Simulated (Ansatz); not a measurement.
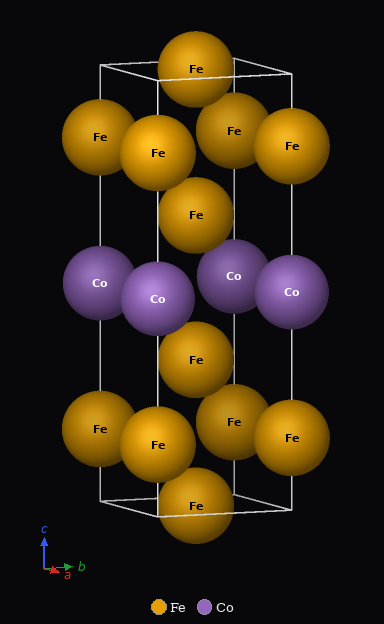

View slightly off an axis, drawn as a spheres-only model. The outline marks the simulation cell.

```yaml
crystal:
  lattice:
    - [2.84243, 0.00000, 0.00000]
    - [0.00000, 2.84243, 0.00000]
    - [0.00000, 0.00000, 8.56443]
  atoms:
    - { symbol: Fe, position: [0.00000, 0.00000, 0.83415] }
    - { symbol: Fe, position: [0.50000, 0.50000, 0.00000] }
    - { symbol: Fe, position: [0.00000, 0.00000, 0.16585] }
    - { symbol: Fe, position: [0.50000, 0.50000, 0.33458] }
    - { symbol: Fe, position: [0.50000, 0.50000, 0.66542] }
    - { symbol: Co, position: [0.00000, 0.00000, 0.50000] }
```

Level of theory and settings: DFT PBE, scalar-relativistic, plane waves, PAW in Ansatz 0.2.0, 420 eV cutoff, 14×14×6 k-points, Gaussian smearing of 0.1 eV, collinear spins. The state is ferromagnetic.

How are the electrons shared out in a Bader analysis?

Answer. Fe 0.00 to +0.11 e; Co -0.20 e. Little charge moves, as in a metallic or covalent solid.

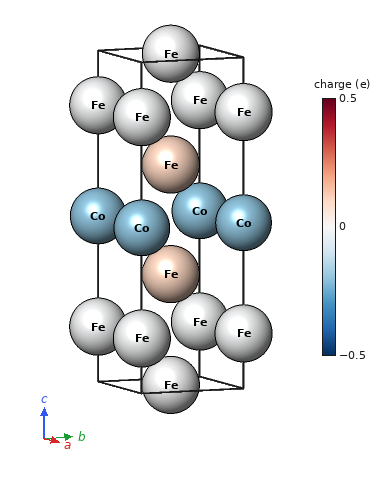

The atoms coloured by those charges.

The model was built from a structure type filled with these elements by a generator (whether the compound takes this form wasn't checked). Earlier steps of the study may have refined or changed the cell and positions. It went into a calculation with Ansatz.
